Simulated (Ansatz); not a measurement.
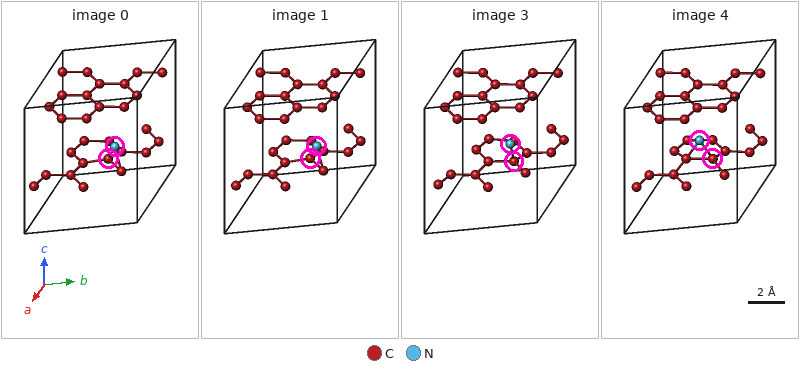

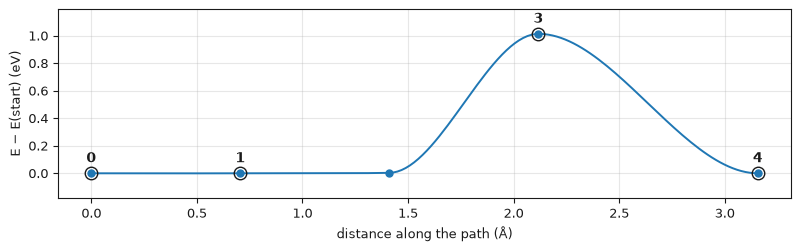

NEB run on a defect cell of composition C$_{28}$N (29 atoms in the cell). Images are numbered from 0 (start) to 4 (end). A ball-and-stick model of the simulation cell (origin moved), seen from a free direction. The atoms that move most are ringed. Bonds to atoms that aren't drawn are left out.

The calculation used DFT PBE, scalar-relativistic, plane waves, PAW (Ansatz). Run with plane-wave cutoff 420 eV; k-point mesh 4 × 4 × 3; Gaussian smearing 0.1 eV; 3 movable images; climbing image.

Question: What happens along the path, and what is the barrier?

Answer: The N atom travels furthest, 1.10 Å from end to end, roughly along [−2 −3 0], on a path that bends up to 0.17 Å away from the straight line. At the highest image its nearest neighbour (C) is 1.46 Å away, against 1.46 Å at the start, and the surrounding atoms stand up to 0.27 Å off the mean of their end positions. Breaking: C–N (1.46 → 2.45 Å). Forming: C–N (2.45 → 1.46 Å). The barrier is about 1.01 eV in both directions, with image 3 at the top; the ends have the same energy. The band converged in 13 iterations. The largest component of the band force went from 5.4 to 0.026 eV/Å. The climbing image converged on the top of the path. Its curvatures weren't checked.

Limits of the set-up: the cell has an odd number of electrons but was run without spin polarisation; the periodic images lie only 6.5 Å apart, so the values are limited by the cell's size.
